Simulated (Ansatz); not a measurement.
# Single-point calculation of WS₂ (part 1 of 3)

System: WS₂ (P6₃/mmc, 6 atoms in the cell).
Method: DFT LDA, scalar-relativistic, plane waves, PAW, spin-polarised (Ansatz 0.2.0).

The structure derives from an entry of the Crystallography Open Database. It belongs to a series of runs on one base structure; here: natural orbitals of the symmetric run, filled by rank. Figures and captions count atoms from 1; the log counts them from 0 in places.

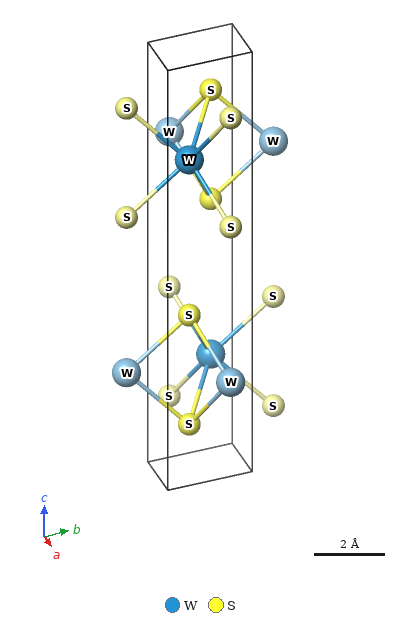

The structure (ball-and-stick view of the cell of the calculation, seen slightly off an axis; neighbours outside the cell are drawn fainter).

## Key numbers

| quantity | value |
| --- | --- |
| outcome | converged |
| space group (tolerance 0.01 Å) | P6₃/mmc (194) |
| electrons treated | 52 |
| free energy | −23743.0642 eV |
| Fermi energy | 11.341 eV |
| gap on the k-point mesh | 1.01 eV |
| net moment of the cell | 0.00 μB |
| integrated absolute moment | 0.00 μB |
| pressure | −11.47 GPa |
| largest force (length of the vector) | 1.481 eV/Å |
| hardware | 4 threads of Arm Neoverse V2, 24 GiB of memory available, shared host |
| wall time | 29 s (CPU time 1.9 min) |
| peak memory | 0.54 GiB |

## Remarks

Warnings of the run: some starting moments were not kept; the typed occupations were not kept; the occupation matrices lower the symmetry. Spin–orbit coupling is left out, which matters for W. The cell is under a tension of 11.5 GPa at this level, so it is not at its equilibrium volume.

## Input
```yaml
crystal:
  lattice:
    - [3.17999949, 0.0, 0.0]
    - [-1.58999974, 2.75396034, 0.0]
    - [0.0, 0.0, 12.49999932]
  atoms:
    - { symbol: W, position: [0.3333333333, 0.6666666667, 0.25], spin: 2.0 }
    - { symbol: W, position: [0.6666666667, 0.3333333333, 0.75], spin: -2.0 }
    - { symbol: S, position: [0.3333333333, 0.6666666667, 0.62] }
    - { symbol: S, position: [0.6666666667, 0.3333333333, 0.12] }
    - { symbol: S, position: [0.3333333333, 0.6666666667, 0.88] }
    - { symbol: S, position: [0.6666666667, 0.3333333333, 0.38] }
basis:
  ecutwfc: 420
  ecutrho_ratio: 4
kpoints:
  mp_grid: { grid: [7, 7, 2] }
hamiltonian:
  xc: lda
  hubbard:
    sites:
      - { site: 0, l: d, u_eff: 0.0, starting_ns: [{ spin: up, occupation_matrix: s0up }, { spin: down, occupation_matrix: s0down }] }
      - { site: 1, l: d, u_eff: 0.0, starting_ns: [{ spin: up, occupation_matrix: s1up }, { spin: down, occupation_matrix: s1down }] }
    occupation_matrices:
      s0up:
        matrix:
          - [0.97, 0.0, 0.0, 0.0, 0.0]
          - [0.0, 0.02, 0.0, 0.0, 0.0]
          - [0.0, 0.0, 0.02, 0.0, 0.0]
          - [0.0, 0.0, 0.0, 0.02, 0.0]
          - [0.0, 0.0, 0.0, 0.0, 0.97]
      s0down:
        matrix:
          - [0.02, 0.0, 0.0, 0.0, 0.0]
          - [0.0, 0.02, 0.0, 0.0, 0.0]
          - [0.0, 0.0, 0.02, 0.0, 0.0]
          - [0.0, 0.0, 0.0, 0.02, 0.0]
          - [0.0, 0.0, 0.0, 0.0, 0.02]
      s1up:
        matrix:
          - [0.02, 0.0, 0.0, 0.0, 0.0]
          - [0.0, 0.02, 0.0, 0.0, 0.0]
          - [0.0, 0.0, 0.02, 0.0, 0.0]
          - [0.0, 0.0, 0.0, 0.02, 0.0]
          - [0.0, 0.0, 0.0, 0.0, 0.02]
      s1down:
        matrix:
          - [0.97, 0.0, 0.0, 0.0, 0.0]
          - [0.0, 0.02, 0.0, 0.0, 0.0]
          - [0.0, 0.0, 0.02, 0.0, 0.0]
          - [0.0, 0.0, 0.0, 0.02, 0.0]
          - [0.0, 0.0, 0.0, 0.0, 0.97]
    ns_hold: { iters: 10 }
scf:
  occupations: { method: gaussian, width: 0.05 }
  lower_state_search: "off"
  max_iter: 150
output:
  forces: true
  stress: true
  eigenvalues: true
  populations: true
  hubbard: { sites: [{ site: 0, l: d }, { site: 1, l: d }] }
  write_density: true
  write_potential: true
  elf: true
  volumetric_format: npy
magnetization:
  spin_polarized: true
```

Run as:
```bash
ansatz run input.yaml --threads 4 --pin off --max-ram 6144MiB --backend cpu --events-out ev --progress --plain --runs-dir out
```

## The program's output
```
Warning: crystal.symmetry: narrowed to the stabiliser of the occupation matrices — unitary ops 12 → 4, anti-unitary 12 → 4; lowered by the specified shells (site 0, l: d), (site 1, l: d); largest admitted image defect 3.4e-9, smallest excluded 7.1e-1 — at a splitting's scale: the group the occupation matrices' own texture admits
W: projections on atomic orbitals take those of the free atom [Kr 4d10 4f14] 5s2 5p6 5d4 6s2, of charge +0.00 (hamiltonian.pseudopotentials.projection_atoms); the dataset's partial waves leave at most 6.5e-5 of an orbital's norm unspanned inside its sphere
S: projections on atomic orbitals take those of the free atom [Ne] 3s2 3p4, of charge +0.00 (hamiltonian.pseudopotentials.projection_atoms); the dataset's partial waves leave at most 1.6e-7 of an orbital's norm unspanned inside its sphere
Engine: ansatz 0.2.0, aarch64-unknown-linux-gnu
Pseudopotentials: kind: paw
Pseudopotential: W, paw, valence charge 14, recommended cutoff 420 eV (normal), W.paw.azcp
Pseudopotential: S, paw, valence charge 6, recommended cutoff 420 eV (normal), S.paw.azcp
Functional definition: SPW92
  exchange = slater_x
  correlation = pw_c
Crystal: 6 atoms, lattice volume = 109.470 Å³
Basis set: ecut = 420 eV, 2129 PW (Γ)
Bands: 34, of which v1, the nominal top of the filled ones, is band 26 counted from 1 (25 counted from 0)
Symmetry: 4 space group operations
k-points: 32 of 98 (time reversal used)
Non-local potential: W, projectors of the file, l = 0: 3, l = 1: 2, l = 2: 2, l = 3: 1
Non-local potential: S, projectors of the file, l = 0: 2, l = 1: 2, l = 2: 2
PAW form: soft (Blöchl's): semilocal exchange-correlation on the pseudo side does not see the compensation charge
PAW frozen core: W, regenerated for the run's functional, and the local potential with it (the file was generated under x = pbe(κ = 0.804, μ = 0.2195149727645171), c = pbe(β = 0.06672455060314922))
PAW frozen core: S, regenerated for the run's functional, and the local potential with it (the file was generated under x = pbe(κ = 0.804, μ = 0.2195149727645171), c = pbe(β = 0.06672455060314922))
PAW one-centre angular grid: W, 590 points (default); XC on 64 Gauss nodes
PAW one-centre angular grid: S, 110 points (default); XC on 64 Gauss nodes
Initial density: superposition of atomic densities (chi_scale 0.1, normalization cell)
Starting moments: Σ|m| = 4 μB on 2 of 6 sites
Initial wavefunctions: pseudopotential atomic-orbital guess
Functional: x = slater, c = lda
```
